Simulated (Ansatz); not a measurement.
# How much does Pb in Ag(111), 2x2 scatter?

Wanted: the reflection from a plane of defects, Pb in Ag(111), 2x2, and the resistivity it implies.

Main program and level: Ansatz 0.2.0; Ansatz plane-wave DFT, PBE, PAW files; ballistic transport by layer matching (Landauer), zero bias; PAW set soft_1.

## 1. The structure

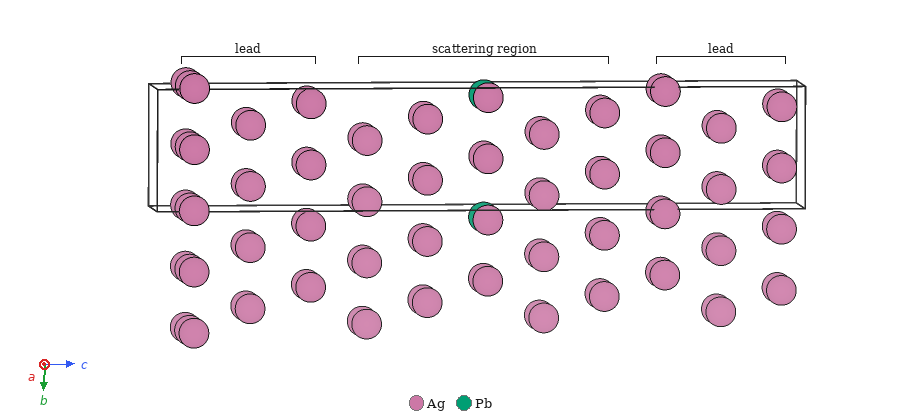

The cell as given, from the side, with the c axis across the page (silver pink, lead teal). 1×2×1 cells are drawn. Some periodic images of atoms are drawn too.

The cell holds 44 atoms: 43 Ag and 1 Pb. Cell: a = 5.779 Å, b = 5.779 Å, c = 26.004 Å, α = 86.8°, β = 93.2°, γ = 120.0°. It derives from Ag. Regions: lead, 24 atoms (24 Ag); scattering region, 20 atoms (19 Ag and 1 Pb). The structure is stacked along c, and the current runs across the ab planes.

## 2. Transmission at ideal sites

The defect sits in one plane of the supercell, all atoms on ideal sites; the layers about the cell's end are the lead. The mesh across the current, 10×10, is finer than the density's, because channels open and close sharply across the zone. Energies from -0.1 to 0.1 eV in steps of 0.05 eV are too few for the program's thermal sum, so it prints no conductance; for a metal the transmission near the Fermi level serves, at a fraction of the cost.

input.yaml

```yaml
crystal:
  lattice:
    - [5.7787594586, 0.0, 0.0]
    - [-2.8893797293, 5.0045524935, 0.0]
    - [-1.4446898646, 0.8340920822, 25.9508553696]
  atoms:
    - { symbol: Ag, position: [0.0075757576, 0.9924242424, 0.0454545455] }
    - { symbol: Ag, position: [0.0075757576, 0.4924242424, 0.0454545455] }
    - { symbol: Ag, position: [0.5075757576, 0.9924242424, 0.0454545455] }
    - { symbol: Ag, position: [0.5075757576, 0.4924242424, 0.0454545455] }
    - { symbol: Ag, position: [0.1893939394, 0.3106060606, 0.1363636364] }
    - { symbol: Ag, position: [0.1893939394, 0.8106060606, 0.1363636364] }
    - { symbol: Ag, position: [0.6893939394, 0.3106060606, 0.1363636364] }
    - { symbol: Ag, position: [0.6893939394, 0.8106060606, 0.1363636364] }
    - { symbol: Ag, position: [0.3712121212, 0.1287878788, 0.2272727273] }
    - { symbol: Ag, position: [0.3712121212, 0.6287878788, 0.2272727273] }
    - { symbol: Ag, position: [0.8712121212, 0.1287878788, 0.2272727273] }
    - { symbol: Ag, position: [0.8712121212, 0.6287878788, 0.2272727273] }
    - { symbol: Ag, position: [0.053030303, 0.946969697, 0.3181818182] }
    - { symbol: Ag, position: [0.053030303, 0.446969697, 0.3181818182] }
    - { symbol: Ag, position: [0.553030303, 0.946969697, 0.3181818182] }
    - { symbol: Ag, position: [0.553030303, 0.446969697, 0.3181818182] }
    - { symbol: Ag, position: [0.2348484848, 0.2651515152, 0.4090909091] }
    - { symbol: Ag, position: [0.2348484848, 0.7651515152, 0.4090909091] }
    - { symbol: Ag, position: [0.7348484848, 0.2651515152, 0.4090909091] }
    - { symbol: Ag, position: [0.7348484848, 0.7651515152, 0.4090909091] }
    - { symbol: Pb, position: [0.4166666667, 0.0833333333, 0.5] }
    - { symbol: Ag, position: [0.4166666667, 0.5833333333, 0.5] }
    - { symbol: Ag, position: [0.9166666667, 0.0833333333, 0.5] }
    - { symbol: Ag, position: [0.9166666667, 0.5833333333, 0.5] }
    - { symbol: Ag, position: [0.0984848485, 0.9015151515, 0.5909090909] }
    - { symbol: Ag, position: [0.0984848485, 0.4015151515, 0.5909090909] }
    - { symbol: Ag, position: [0.5984848485, 0.9015151515, 0.5909090909] }
    - { symbol: Ag, position: [0.5984848485, 0.4015151515, 0.5909090909] }
    - { symbol: Ag, position: [0.2803030303, 0.2196969697, 0.6818181818] }
    - { symbol: Ag, position: [0.2803030303, 0.7196969697, 0.6818181818] }
    - { symbol: Ag, position: [0.7803030303, 0.2196969697, 0.6818181818] }
    - { symbol: Ag, position: [0.7803030303, 0.7196969697, 0.6818181818] }
    - { symbol: Ag, position: [0.4621212121, 0.0378787879, 0.7727272727] }
    - { symbol: Ag, position: [0.4621212121, 0.5378787879, 0.7727272727] }
    - { symbol: Ag, position: [0.9621212121, 0.0378787879, 0.7727272727] }
    - { symbol: Ag, position: [0.9621212121, 0.5378787879, 0.7727272727] }
    - { symbol: Ag, position: [0.1439393939, 0.8560606061, 0.8636363636] }
    - { symbol: Ag, position: [0.1439393939, 0.3560606061, 0.8636363636] }
    - { symbol: Ag, position: [0.6439393939, 0.8560606061, 0.8636363636] }
    - { symbol: Ag, position: [0.6439393939, 0.3560606061, 0.8636363636] }
    - { symbol: Ag, position: [0.3257575758, 0.1742424242, 0.9545454545] }
    - { symbol: Ag, position: [0.3257575758, 0.6742424242, 0.9545454545] }
    - { symbol: Ag, position: [0.8257575758, 0.1742424242, 0.9545454545] }
    - { symbol: Ag, position: [0.8257575758, 0.6742424242, 0.9545454545] }
kpoints:
  mp_grid: { grid: [4, 4, 1] }
hamiltonian:
  xc: pbe
  pseudopotentials: { kind: paw, azcp: { folder: soft_1 } }
scf:
  occupations: { method: fermi_dirac, width: 0.1 }
output:
  transmission: { leads: [[0, 4]], kmesh: [10, 10], e_range: [-0.1, 0.1], de: 0.05 }
  write_potential: true
  write_density: true
  volumetric_format: npy
  elf: true
```

On the command line:

```bash
$ ansatz run input.yaml --threads 4 --pin off --max-ram 15360MiB --backend cpu --events-out ev --progress --plain --runs-dir out
```

Numbers of over 12 decimals in the logs are rounded to 6 here.

The program printed:

```text
Engine: ansatz 0.2.0, aarch64-unknown-linux-gnu
Pseudopotentials: kind: paw
Pseudopotential: Ag, paw, valence charge 19, recommended cutoff 420 eV (normal), soft_1/Ag.paw.azcp
Pseudopotential: Pb, paw, valence charge 14, recommended cutoff 420 eV (normal), soft_1/Pb.paw.azcp
Functional definition: PBE
  parameter kappa = 0.804
  parameter beta = 0.066725
  exchange = pbe_x(kappa = kappa, mu = beta*pi^2/3)
  correlation = pbe_c(beta = beta)
Crystal: 44 atoms, lattice volume = 750.501 Å³
Basis set: ecut = 420 eV, 14721 PW (Γ)
Bands: 499, of which v1, the nominal top of the filled ones, is band 416 counted from 1 (415 counted from 0)
Symmetry: 4 space group operations
Space group: C2/m (ITA 12), of the structure as read, at distance tolerance 9.1e-5 Å
k-points: 7 of 16
Non-local potential: Ag, projectors of the file, l = 0: 3, l = 1: 2, l = 2: 2, l = 3: 1
Non-local potential: Pb, projectors of the file, l = 0: 2, l = 1: 2, l = 2: 2, l = 3: 1
PAW form: soft (Blöchl's): semilocal exchange-correlation on the pseudo side does not see the compensation charge
PAW one-centre angular grid: Ag, 590 points (default); XC on 64 Gauss nodes
PAW one-centre angular grid: Pb, 590 points (default); XC on 64 Gauss nodes
Initial density: superposition of atomic densities (chi_scale 0.1, normalization cell, long waves 60 % of neutral atoms (reshape's long-wave potential 1.60 eV rms, cloud 2.91 Å wide))
Initial wavefunctions: pseudopotential atomic-orbital guess
Functional: x = pbe(κ = 0.804, μ = 0.219515), c = pbe(β = 0.066725)
SCF iter   1: F=—  HF=-338317.676007 eV  |F-HF|=—  |Δ(HF+E_count)|=         —  Δρ=7.15e-2  dr2=2.38e2  ethr=3.10e-3  ⟨swp⟩=4.7  Hψ=10436  notcnv=0  defer=98
preconditioner: auto → Kerker (q_TF=auto, 2.775 Å⁻¹)  [metal: Δε(μ)=0.045 eV  Ē_g=10.519 eV  σ=0.100 eV  W_gap=0.11  n_scr=292 (ndim 8)  ℏωp=29.9 eV  f_vac=0.000  D(μ)=12.63/eV (n_scr^D=74)]
SCF iter   2: F=—  HF=-338307.108811 eV  |F-HF|=—  |Δ(HF+E_count)|=    1.06e1  Δρ=2.62e-2  dr2=9.48e1  ethr=3.10e-3  ⟨swp⟩=2.0  Hψ=5392  notcnv=0  defer=422
SCF iter   3: F=—  HF=-338304.666656 eV  |F-HF|=—  |Δ(HF+E_count)|=    2.44e0  Δρ=9.83e-3  dr2=4.14e1  ethr=3.10e-3  ⟨swp⟩=2.0  Hψ=4050  notcnv=0  defer=424
SCF iter   4: F=—  HF=-338303.951550 eV  |F-HF|=—  |Δ(HF+E_count)|=   7.15e-1  Δρ=5.85e-3  dr2=6.91e0  ethr=3.10e-3  ⟨swp⟩=2.1  Hψ=3148  notcnv=0  defer=424
SCF iter   5: F=—  HF=-338303.717103 eV  |F-HF|=—  |Δ(HF+E_count)|=   2.34e-1  Δρ=3.30e-3  dr2=9.54e-1  ethr=8.32e-4  ⟨swp⟩=1.7  Hψ=4030  notcnv=0  defer=433
SCF iter   6: F=—  HF=-338303.683184 eV  |F-HF|=—  |Δ(HF+E_count)|=   3.39e-2  Δρ=1.64e-3  dr2=7.23e-2  ethr=1.15e-4  ⟨swp⟩=1.1  Hψ=3060  notcnv=0  defer=433
SCF iter   7: F=—  HF=-338303.680245 eV  |F-HF|=—  |Δ(HF+E_count)|=   2.94e-3  Δρ=3.55e-4  dr2=1.27e-2  ethr=8.70e-6  ⟨swp⟩=1.7  Hψ=3839  notcnv=0  defer=433
SCF iter   8: F=—  HF=-338303.679311 eV  |F-HF|=—  |Δ(HF+E_count)|=   9.34e-4  Δρ=1.82e-4  dr2=2.35e-3  ethr=1.53e-6  ⟨swp⟩=2.1  Hψ=4734  notcnv=0  defer=433
SCF iter   9: F=—  HF=-338303.679137 eV  |F-HF|=—  |Δ(HF+E_count)|=   1.74e-4  Δρ=1.05e-4  dr2=4.27e-4  ethr=2.83e-7  ⟨swp⟩=2.0  Hψ=5141  notcnv=0  defer=434
SCF iter  10: F=—  HF=-338303.679139 eV  |F-HF|=—  |Δ(HF+E_count)|=   1.95e-6  Δρ=3.12e-5  dr2=2.71e-5  ethr=5.14e-8  ⟨swp⟩=2.1  Hψ=5310  notcnv=0  defer=434
SCF iter  11: F=—  HF=-338303.679951 eV  |F-HF|=—  |Δ(HF+E_count)|=   8.12e-4  Δρ=9.75e-6  dr2=2.54e-6  ethr=3.26e-9  ⟨swp⟩=2.0  Hψ=5477  notcnv=0  defer=434
SCF iter  12: F=—  HF=-338303.679950 eV  |F-HF|=—  |Δ(HF+E_count)|=   1.21e-7  Δρ=3.46e-6  dr2=2.27e-7  ethr=3.06e-10  ⟨swp⟩=2.0  Hψ=4997  notcnv=0  defer=434
SCF iter  13: F=-338303.679950 eV  HF=-338303.679950 eV  |F-HF|=1.79e-8  |Δ(HF+E_count)|=   3.34e-8  Δρ=1.71e-6  dr2=2.84e-8  ethr=1.20e-11  ⟨swp⟩=12.0  Hψ=16860  notcnv=0
SCF 1 converged in 13 iterations: F = -338303.679950 eV  dr2 = 2.84e-8
  greatest PAW one-centre occupation: 1.001 electrons in one spin orbital (limit 2), on the Ag atom at site 40 (counted from 0), in its partial waves of l = 0
transmission: 104 of 1023 steps passed
transmission: 212 of 1023 steps passed
[...]
transmission: 1023 of 1023 steps passed
SCF converged after 13 iterations
Free energy (F): -338303.679950 eV
Harris-Foulkes:  -338303.679950 eV  (|F-HF|=1.79e-8)
Internal energy: -338303.243569 eV  (E = F + TS)
E sigma→0 (E₀):  -338303.461760 eV
Entropy (-TS):   -0.436381 eV (-9.918 meV/atom)
Fermi energy:    17.389258 eV
--- Per-component energies (eV) ---
  E_band       = -10030.008607
  E_kinetic    = 20422.849131
  E_local      = -90699.309549  (includes V_loc(G=0)·N_el)
  E_nonlocal   = 1669.165653
  E_hartree    = 44581.500440
  E_xc         = -7055.443396
  E_vxc        = -8809.701051  (∫ρ·V_xc dr)
  E_paw        = -180476.605047  (= ΣΔE_a)
  E_vpaw       = -21776.029259  (= ΣTr[D̂ρ^β])
  E_aug_tail   = 0.016125  (compensation charges beyond the density's cutoff)
  E_ewald      = -126745.416924
  E_smearing   = -0.436381  (= −TS)
  E_closure    = -0.000000  (closes the sum)
  Σ components = -338303.679950   (vs F -338303.679950, Δ=0.00e0)
--- Band table (eV; the first three rows and the last of 7) ---
  k-point 0: bands = [... 412 lower, 17.5368, 17.7277, 17.7553, 17.8994, 17.9211, 18.0061, 18.0957, 18.1731, ... 79 higher]
  k-point 1: bands = [... 412 lower, 17.0801, 17.1412, 17.2175, 17.3044, 17.4291, 17.5344, 17.5801, 17.7220, ... 79 higher]
  k-point 2: bands = [... 412 lower, 17.0455, 17.0536, 17.0985, 17.1692, 17.2562, 17.2656, 17.6339, 17.6552, ... 79 higher]
  k-point 6: bands = [... 412 lower, 16.9646, 16.9779, 17.3553, 17.3758, 17.3928, 17.4667, 17.5357, 17.6047, ... 79 higher]
--- Transmission ---
  basis      : 253 plane waves across, 33 finite elements along
  points     : 31, standing for a mesh of 10 x 10
  energies   : 5 from -0.100000 to 0.100000 eV about the Fermi level, 0.050000 eV apart; the leads are filled to 0.000000 eV, and channels, transmission and decay are at 0.000000 eV
  crystal 0  : Ag4, at the sites [0, 4], period 2.3592 Å, over 23.59 Å; its Hamiltonian steps by up to 5.8 meV
    offset         : up to 0.0000 Å between an atom of the period and one for which it stands
    channels       : 3.210000e0 a spin
    conductance    : none, the energies end too early or step too widely for 300 K: set another output.transmission.e_range or a lower de, or, where they end at an eighth of basis.ecutwfc, a higher one
  junction   : crystal 0 to crystal 0, 0.70 to 24.29 Å
    transmission   : 2.834883e0 a spin
    conductance    : none, the energies end too early or step too widely for 300 K: set another output.transmission.e_range or a lower de, or, where they end at an eighth of basis.ecutwfc, a higher one
```

The job ended after 6.7 min (4 threads of Arm Neoverse V1, shared host; peak memory 6.3 GiB; 25 min of CPU time).

The column dr2 measures how far the density is from self-consistency, as an energy; F and HF (Harris–Foulkes) agree once it is small.

This run has no spin polarisation although its electron count is odd.

This step gave:

```yaml
free_energy: -338303.6800 eV
energy_at_zero_smearing: -338303.4618 eV
fermi_energy: 17.39 eV
cell_area: 28.92 Å²
transmission_per_spin_nearest_the_fermi_level: 2.835
open_channels_per_spin_nearest_the_fermi_level: 3.21
step_of_the_lead_s_potential: 5.8 meV
```

Per spin. Table of transmission, zone mean by energy, zero at the Fermi level:

```
energy (eV)  transmission, zone mean
    -0.1000                     2.82
    -0.0500                     2.83
     0.0000                     2.83
     0.0500                     2.83
     0.1000                     2.82
```

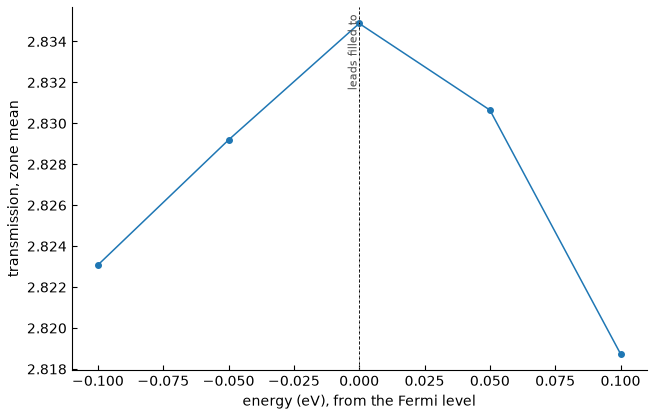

Transmission, zone mean against energy.

Per spin. The open channels, zone mean, lead stays at 3.21 for energy from -0.1 to 0.1 eV.

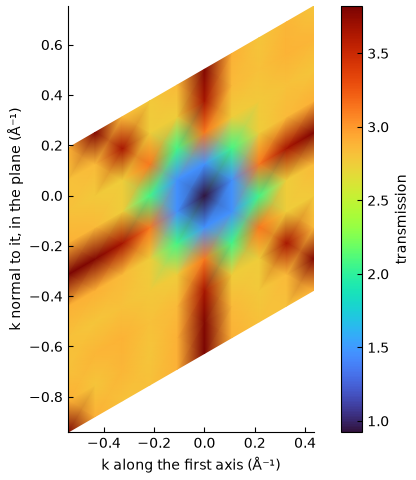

Transmission over k1 and k2. At 0.0000 eV from the Fermi level.

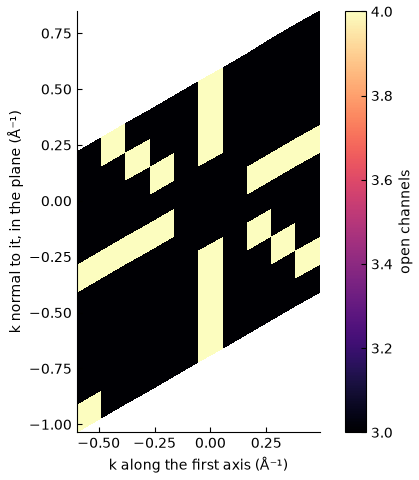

Open channels over k1 and k2. At 0.0000 eV from the Fermi level.

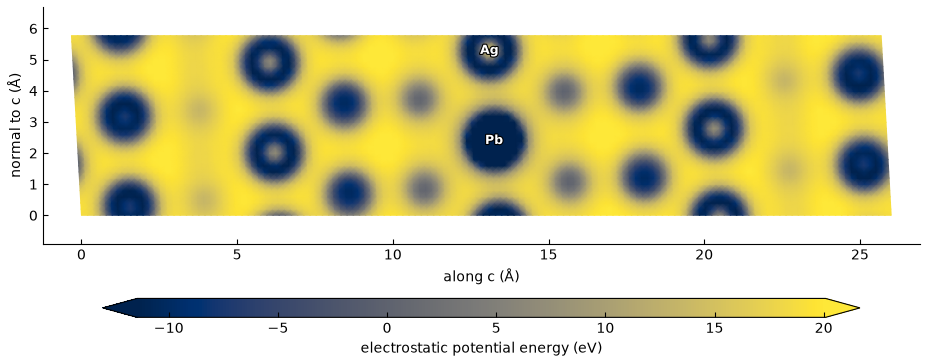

Electrostatic potential energy in the ca plane at fractional y = 0.083, with atoms of Pb and Ag within 0.2 Å of it. With pseudopotentials it is smooth inside the atoms' cores, unlike the true potential.

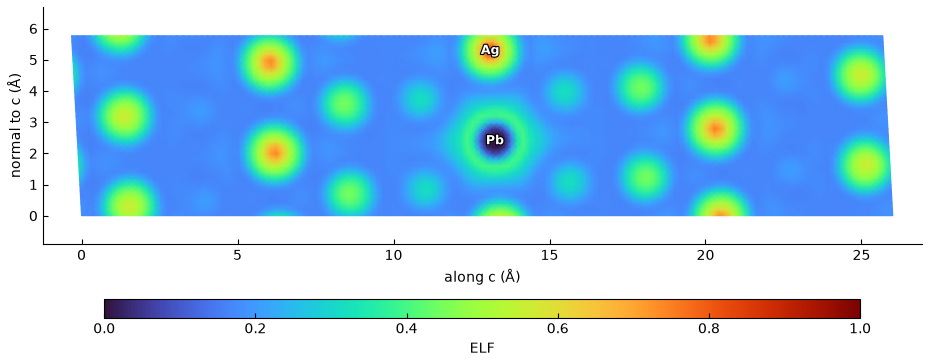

ELF in the ca plane at fractional y = 0.083, with atoms of Pb and Ag within 0.2 Å of it. It is the smooth field of the valence electrons, not physical close to the nuclei.

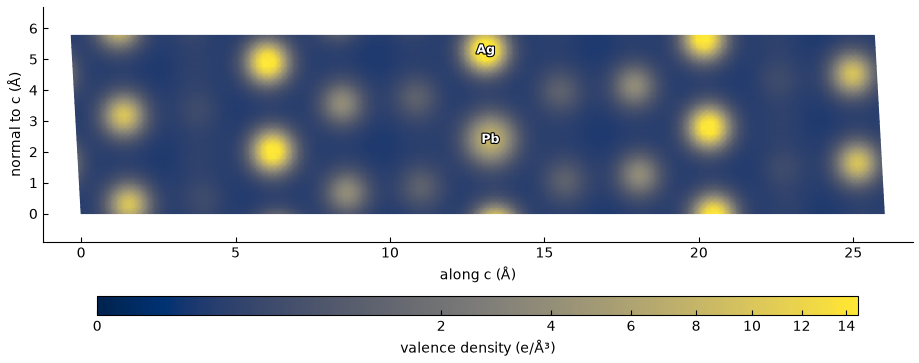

Valence density in the ca plane at fractional y = 0.083, with atoms of Pb and Ag within 0.2 Å of it. It is the smooth field of the valence electrons, not physical close to the nuclei. The colour scale is stretched toward low values.

Over the solved energies the transmission per spin lies between 2.82 and 2.83, out of 3.21 channels of the lead on average (up to 3.21).

## 3. Resistance at ideal sites

This step: Ansatz plane-wave DFT, PBE, PAW files; ballistic transport by layer matching (Landauer), zero bias; area resistance of the defect plane and resistivity an atomic per cent; PAW set soft_1 (Ansatz 0.2.0).

This step gave:

```
area resistance                                                                                 : 0.1554 fΩ m²
T over the leads' mean channel count                                                            : 0.8821
resistivity per at.% scaled from this dense plane, with the factor 3/4 for isotropic scattering : 1.976 µΩ cm
```

Averaged over the energies near the Fermi level, 88.2 % of the channels pass, which makes 0.155 fΩ m².

By hand, with T and the leads' channels N averaged over the energies near the Fermi level: RA = A (h/2e²)(1/T − 1/N) = 28.92×10⁻²⁰ m² × 12 906 Ω × (1/2.832 − 1/3.210) = 0.155 fΩ m². Per atomic per cent: RA × A / V_atom × 0.01 × 3/4 = 1.98 µΩ cm, with the host's V_atom = 17.06 Å³.

## 4. Outcome

```json
{"share of channels that pass, rigid": "0.882", "area resistance, rigid": "0.155 fΩ m²", "resistivity per at.% from the area resistance, times 3/4, rigid": "1.98 µΩ cm"}
```

The plane of defects adds 0.16 fΩ m². Scaled to one atomic per cent that is 2.6 µΩ cm as it stands and 2.0 with the factor 3/4 for isotropic scattering on a spherical Fermi surface. These are rough estimates of the dilute value, not bounds. One Pb in each 2x2 cell reflects 12 % of the lead's channels. The defects form a dense periodic sheet that scatters coherently, unlike a dilute random alloy. T and N are means over the solved energies nearest the Fermi level. Spin-orbit coupling is left out, which matters for Pb.

[Logs are printed without paths, hosts, clocks, repeated set-up lines and the standing remarks that a program may print on its own settings, such as how far it seeks lower states.]

[Hosts, paths, dates, database ids (printed as entryN), source tags and the programs' standing remarks are cut or masked in the printed files.]
